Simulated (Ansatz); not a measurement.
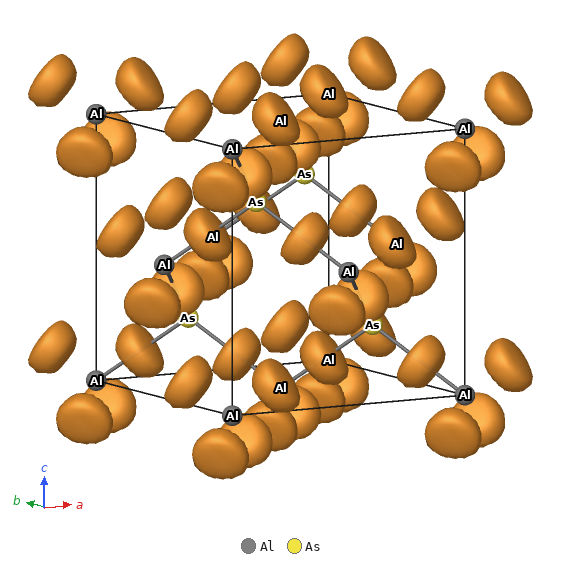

*AlAs. Isosurface of the electron localisation function at 0.8 (orange), seen at an oblique angle. Only the valence region is drawn (cores and ρ < 0.01 e/Å³ removed). Sticks mark near contacts.*

Space group F-43m.

Theory: DFT PBE, spin-orbit coupling, plane waves, PAW (Ansatz 0.2.0).

Core electrons are frozen (PAW), and the valence fields are smoothed inside the atomic spheres.

Question: Describe the localisation domains.

Answer: At this value the surface marks out 16 regions between bonded Al–As atoms (shared pairs), counted in one cell of 8 atoms. Any copies at cell faces, edges or corners count once. Along the contacts the grid gives the following. Al–As (2.48 Å): the ELF peaks at about 0.90 between the atoms (localised, covalent bonding).

Question: Metal or insulator at this level of theory?

Answer: It is gapped, with a Kohn–Sham gap of 1.4 eV on the k-point mesh (the band edges may lie off the mesh, which would make the gap smaller).
